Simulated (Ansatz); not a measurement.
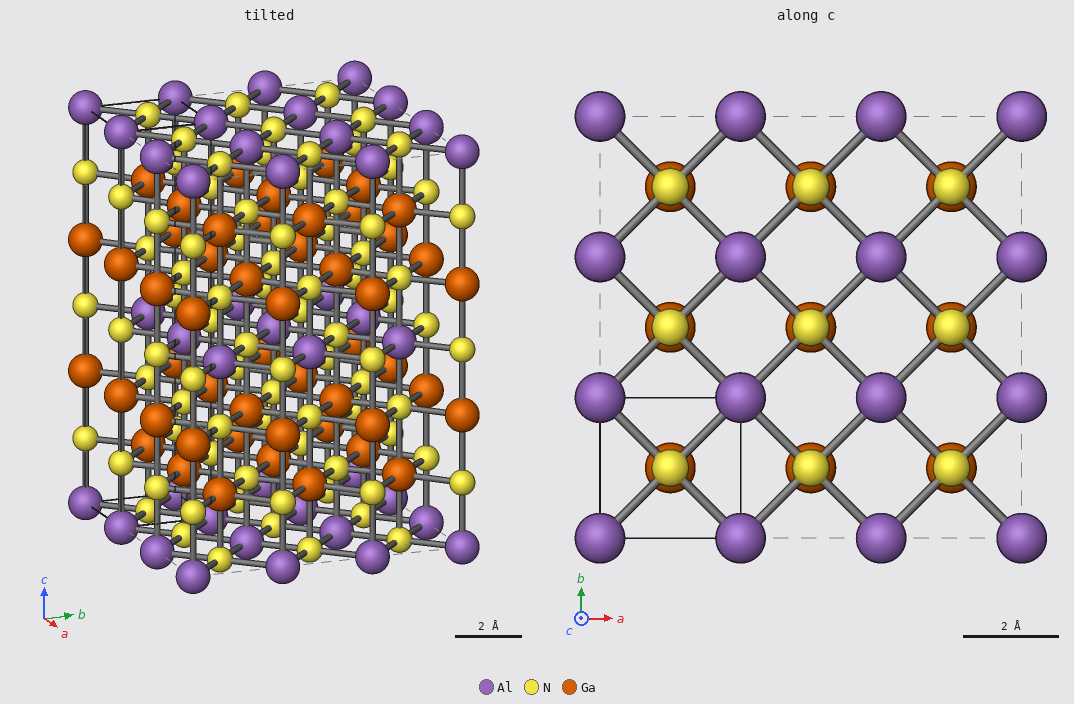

The figure gives a ball-and-stick picture of the atoms, viewed slightly off an axis and along the c axis. The solid frame is a single conventional unit cell within a 3×3×1 block.

AlGa$_{2}$N$_{3}$, space group I4/mmm (No. 139), a = 2.97 Å, b = 2.97 Å, c = 12.64 Å, α = 90.00°, β = 90.00°, γ = 90.00°.

The calculation used DFT, PBE, plane waves, PAW (Ansatz), with plane waves to 420 eV, k-points about 0.27 Å⁻¹ apart, Fermi-Dirac smearing of 0.02 eV, no spin polarisation.

> What is the band gap, if any?

A semiconductor at this level, with a gap of 1.17 eV, indirect; the smallest direct gap is 2.19 eV.

The model was built from a structure type filled with these elements by a generator (whether the compound takes this form wasn't checked). What is shown is the relaxed result from DFT, PBE, plane waves, PAW in Ansatz.
